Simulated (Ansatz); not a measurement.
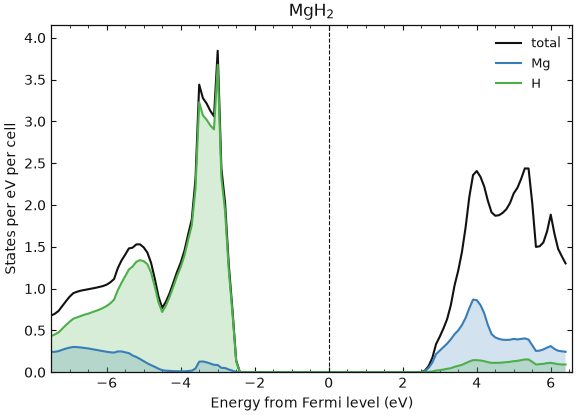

Density of states. Energies are counted from the Fermi level. The partial curves are projected on Löwdin-orthogonalised atomic shells; they sum to less than the total at higher energies, where shells without a projector contribute.

Structure: MgH₂, space group P4_2/mnm, 6 atoms in the cell.

Method: DFT HSE06, scalar-relativistic, plane waves, PAW, no spin polarisation, 4×4×6 k mesh (Ansatz 0.2.0).

Is there a gap at the Fermi level, and how wide?

There is a gap; over the k points computed it is 4.85 eV.

Where is the tallest peak in the window, and which states make it?

The tallest peak in the window is at −3.0 eV; by projected weight it is H almost alone.

Which states form the top of the valence band?

By projected weight, the top eV of the valence band is H almost alone.

The starting guess was a poor one.
